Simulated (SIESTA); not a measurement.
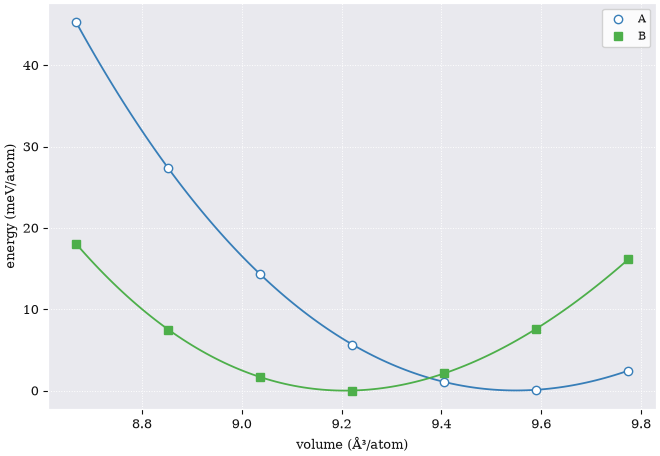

The figure compares two calculations of the energy against volume, each curve from its own zero. The first is for MgO, space group Fm-3m (No. 225).

The cell holds 2 atoms.

Computed with SIESTA 5.4.2: DFT in numerical atomic orbitals with pseudopotentials, no spin polarisation; energies at scaled volumes of the given cell, shape and fractions fixed, counted from the fit's minimum, third-order Birch-Murnaghan fit. Level: LDA.

```
         setting                                                                     value
          k mesh                                                                  11×11×11
     occupations                                                               Fermi–Dirac
  smearing width                                                                   0.05 eV
      potentials  PseudoDojo 0.4 standard, converted to PSML, two zetas on semicore shells
program settings                                             basis DZP, mesh cutoff 800 Ry
```

In the second, the level changes from LDA to PBEsol.

**Which of A and B is the second calculation, and what did the change do?**

A. The equilibrium volume rises from 9.21 to 9.55 Å³/atom (+3.7 %) and the bulk modulus falls from 165 to 152 GPa (−7.9 %).

For both, limits of the calculation: mulliken charges of long orbitals.

V0 and the bulk modulus come from third-order Birch–Murnaghan fits.
